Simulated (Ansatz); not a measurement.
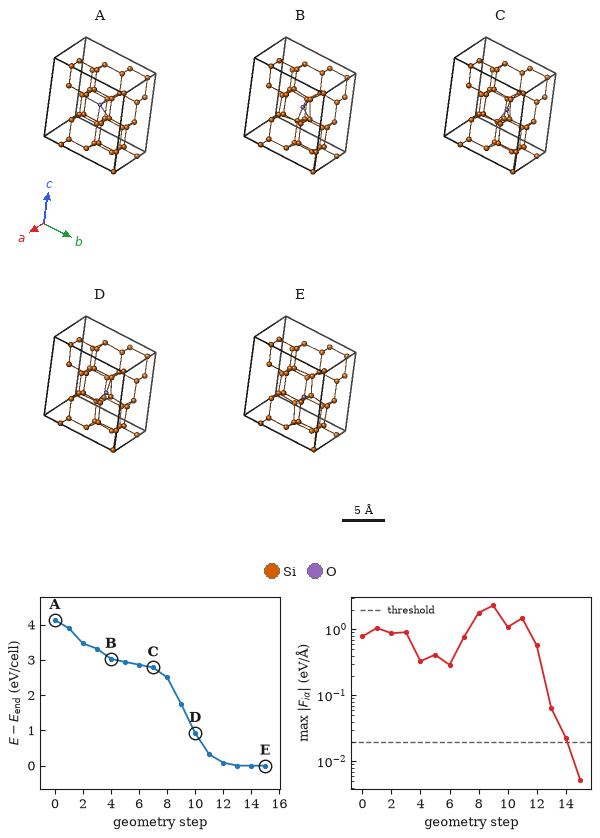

Frames of a relaxation of a defect cell of composition Si$_{32}$O, marked on the history of the run. A ball-and-stick model of the cell of the calculation (origin shifted), seen slightly off an axis.

Case: O interstitial, charge +0, atoms relaxed.

Level of theory: DFT PBE, scalar-relativistic, plane waves, PAW in Ansatz.

Input
```yaml
crystal:
  lattice:
    - [5.4700937548, 5.4700937548, 5.4700937548]
    - [5.4700937548, -5.4700937548, -5.4700937548]
    - [-5.4700937548, 5.4700937548, -5.4700937548]
  atoms:
    - { symbol: Si, position: [0.75, 0.75, 0.25] }
    - { symbol: Si, position: [0.0, 0.75, 0.0] }
    - { symbol: Si, position: [0.75, 0.5, 0.5] }
    - { symbol: Si, position: [0.25, 0.75, 0.75] }
    - { symbol: Si, position: [0.0, 0.5, 0.25] }
    - { symbol: Si, position: [0.5, 0.75, 0.5] }
    - { symbol: Si, position: [0.25, 0.5, 0.0] }
    - { symbol: Si, position: [0.75, 0.25, 0.75] }
    - { symbol: Si, position: [0.0, 0.25, 0.5] }
    - { symbol: Si, position: [0.5, 0.5, 0.75] }
    - { symbol: Si, position: [0.75, 0.0, 0.0] }
    - { symbol: Si, position: [0.25, 0.25, 0.25] }
    - { symbol: Si, position: [0.5, 0.25, 0.0] }
    - { symbol: Si, position: [0.0, 0.0, 0.75] }
    - { symbol: Si, position: [0.25, 0.0, 0.5] }
    - { symbol: Si, position: [0.5, 0.0, 0.25] }
    - { symbol: Si, position: [0.5, 0.75, 0.25] }
    - { symbol: Si, position: [0.75, 0.75, 0.0] }
    - { symbol: Si, position: [0.5, 0.5, 0.5] }
    - { symbol: Si, position: [0.0, 0.75, 0.75] }
    - { symbol: Si, position: [0.75, 0.5, 0.25] }
    - { symbol: Si, position: [0.25, 0.75, 0.5] }
    - { symbol: Si, position: [0.0, 0.5, 0.0] }
    - { symbol: Si, position: [0.5, 0.25, 0.75] }
    - { symbol: Si, position: [0.75, 0.25, 0.5] }
    - { symbol: Si, position: [0.25, 0.5, 0.75] }
    - { symbol: Si, position: [0.5, 0.0, 0.0] }
    - { symbol: Si, position: [0.0, 0.25, 0.25] }
    - { symbol: Si, position: [0.25, 0.25, 0.0] }
    - { symbol: Si, position: [0.75, 0.0, 0.75] }
    - { symbol: Si, position: [0.0, 0.0, 0.5] }
    - { symbol: Si, position: [0.25, 0.0, 0.25] }
    - { symbol: O, position: [0.0089547886, 0.0121219534, -0.0036471589] }
basis:
  ecutwfc: 420
  xc_grid: 2
kpoints:
  mp_grid: { grid: [2, 2, 2], shift: [0.5, 0.5, 0.5] }
hamiltonian:
  xc: pbe
scf:
  occupations: { method: gaussian, width: 0.02 }
output:
  forces: true
  stress: false
  eigenvalues: true
  write_density: true
  write_potential: true
  elf: true
  volumetric_format: npy
relax:
  adjacent_minimum: "off"
  f_tol: 0.02
  max_steps: 60
```

Command:
```bash
ansatz run input.yaml --threads 8 --pin off --max-ram 20480MiB --backend cpu --events-out ev --progress --plain --runs-dir out
```

### Describe the path.

The energy falls by 4.131 eV per cell of the calculation in 15 geometry steps. Largest force component: 0.78 eV/Å at the start, 0.0052 eV/Å at the end. O33 moves most: 1.76 Å along [1 1 −1]. By element the largest moves are O 1.76 Å, Si 0.43 Å. The lattice vectors keep their values. Among the contacts that change: Si2–O33 2.469 → 3.866 Å, Si11–O33 2.430 → 3.655 Å, Si29–O33 2.600 → 1.632 Å, Si14–Si29 2.369 → 3.188 Å. Bond angles that change, for instance: Si1–Si31–Si14 109.5° → 99.5°, Si17–Si7–Si29 109.5° → 101.1°, Si7–Si29–Si12 109.5° → 117.2°. From step 0 to 4: O33 moves most (0.45 Å), energy −1.102 eV per cell of the calculation. From step 4 to 7: O33 moves most (0.59 Å), energy −0.243 eV per cell of the calculation. From step 7 to 10: O33 moves most (0.54 Å), energy −1.860 eV per cell of the calculation. From step 10 to 15: O33 moves most (0.61 Å), energy −0.926 eV per cell of the calculation.
